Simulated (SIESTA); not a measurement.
**AlN: 7 runs along one coordinate**

System: AlN (P6₃/mmc, 4 atoms in the cell).
Method: Kohn-Sham DFT of a periodic cell, PBEsol, PseudoDojo 0.4 standard, converted to PSML, no spin polarisation (SIESTA 5.4.2).

The 7 runs differ only in the geometry, by an even scaling of the cell at fixed fractional positions. The structure derives from a Materials Project entry.

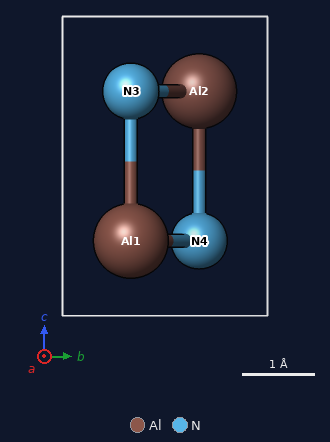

Figure 1. The structure of run 4 (ball-and-stick view of the cell of the calculation, along the a axis; atoms are numbered from 1 in the order of the input). An atom can appear more than once, as a periodic image.

## Input of run 4
```
SystemName                      AlN
SystemLabel                     AlN
NumberOfSpecies                 2
NumberOfAtoms                   4
%block ChemicalSpeciesLabel
  1  13 Al
  2   7 N
%endblock ChemicalSpeciesLabel

LatticeConstant                 1.0 Ang
%block LatticeVectors
     3.3121157418     0.0000000000     0.0000000000
    -1.6560578709     2.8683763727     0.0000000000
     0.0000000000     0.0000000000     4.1875630000
%endblock LatticeVectors
AtomicCoordinatesFormat         Fractional
%block AtomicCoordinatesAndAtomicSpecies
     0.6666666667     0.3333333333     0.2500000000  1  Al
     0.3333333333     0.6666666667     0.7500000000  1  Al
     0.6666666667     0.3333333333     0.7500000000  2  N
     0.3333333333     0.6666666667     0.2500000000  2  N
%endblock AtomicCoordinatesAndAtomicSpecies

%block kgrid.MonkhorstPack
    9   0   0  0.0
    0   9   0  0.0
    0   0   7  0.0
%endblock kgrid.MonkhorstPack
XC.Functional                   GGA
XC.Authors                      PBEsol
PAO.BasisSize                   DZP
PAO.EnergyShift                 0.003 Ry
Mesh.Cutoff                     800 Ry
OccupationFunction              FD
ElectronicTemperature           0.05 eV
MaxSCFIterations                120
SCF.MustConverge                false
SCF.Mixer.Method                Pulay
SCF.Mixer.Weight                0.25
SCF.Mixer.History               8
SCF.DM.Tolerance                5.0e-05
SCF.H.Tolerance                 1.0e-03 eV
WriteForces                     true
Charge.Mulliken                 end
```

Command:
```bash
siesta AlN.fdf > AlN.out 2>&1
```

Lattice vectors (Å) and fractional positions of run 4:
```
   3.312116    0.000000    0.000000
  -1.656058    2.868376    0.000000
   0.000000    0.000000    4.187563
Al  0.666667  0.333333  0.250000
Al  0.333333  0.666667  0.750000
N   0.666667  0.333333  0.750000
N   0.333333  0.666667  0.250000
```

Run 5 differs from it as follows:
```diff
-     3.3121157418     0.0000000000     0.0000000000
-    -1.6560578709     2.8683763727     0.0000000000
-     0.0000000000     0.0000000000     4.1875630000
+     3.3340509224     0.0000000000     0.0000000000
+    -1.6670254612     2.8873727963     0.0000000000
+     0.0000000000     0.0000000000     4.2152960135
```

## Results, with one run withheld

| run | volume per atom (Å³) | free energy per atom, from the lowest run given (meV) | pressure (GPa) | gap on the mesh (eV) |
| --- | --- | --- | --- | --- |
| 1 | 9.349 | 21.47 | 13.15 | 3.88 |
| 2 | 9.548 | 8.43 | 8.02 | 3.79 |
| 3 | 9.747 | 1.44 | 3.34 | 3.63 |
| 4 | 9.946 | 0.00 | −0.91 | 3.47 |
| 5 | 10.145 | ? | ? | ? |
| 6 | 10.344 | 11.87 | −8.35 | 3.16 |
| 7 | 10.543 | 24.26 | −11.54 | 3.00 |

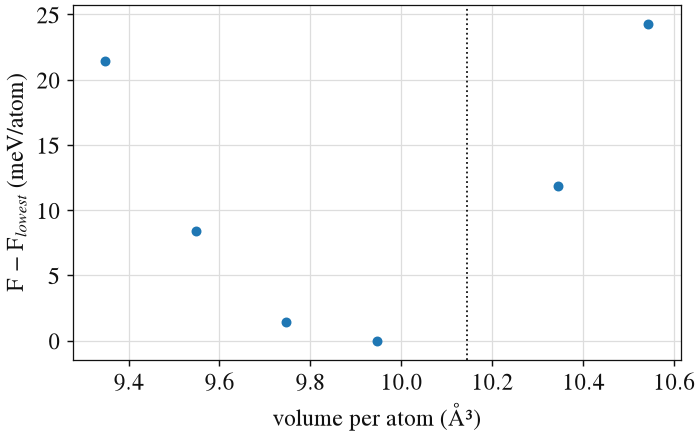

Figure 2. Free energy per atom of the runs given; the dotted line marks run 5.

Estimate the energy of run 5 from the others.

A cubic polynomial in V^(−2/3) (the Birch–Murnaghan form), fitted to the 6 runs given, misses them by at most 0.02 meV per atom. With x = V^(−2/3) − 0.21692 Å⁻², it reads F = −0.12111 + 18.832 x + 3.0508e+05 x² − 2.5198e+05 x³ (meV per atom). At run 5 it gives 3.63 meV per atom, and the run itself gives 3.63. The slope of the fit gives a pressure −dF/dV of −4.82 GPa there, and the run prints −4.83 GPa. The fit has its minimum at 9.900 Å³ per atom, where V d²F/dV² gives 206 GPa. Cell shape and fractional positions are held, so this is the stiffness under even scaling; the relaxed bulk modulus wasn't computed. The gap on the mesh goes, without turning, from 3.88 eV in run 1 to 3.00 eV in run 7; run 5 has 3.31 eV. These are gaps of this functional on this mesh, which can miss the band edges; they aren't the measured gap.

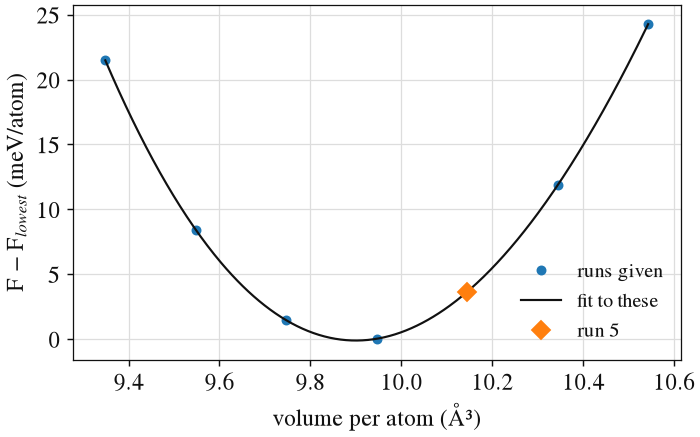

Figure 3. The fit and the withheld run.

## Some lines of the output (run 5)
```
[...]
outcell: Cell volume (Ang**3)        :     40.5792
stepf: Fermi-Dirac step function
siesta: Etot    =      -688.436105
siesta: FreeEng =      -688.436105
        iscf     Eharris(eV)        E_KS(eV)     FreeEng(eV)     dDmax    Ef(eV) dHmax(eV)
siesta: E_KS(eV) =             -693.6383
siesta: E_KS - E_eggbox =      -693.6383
siesta: Etot    =      -693.638311
siesta: FreeEng =      -693.638311
siesta:         Fermi =      -5.393284
siesta: Cell volume =         40.579171 Ang**3
    Orbital volume contribution        =           4.434716 eV
```

Notes: Points of doubt noted for this run: mulliken charges of long orbitals. With a small basis of atomic orbitals these values can differ much from converged plane-wave results.
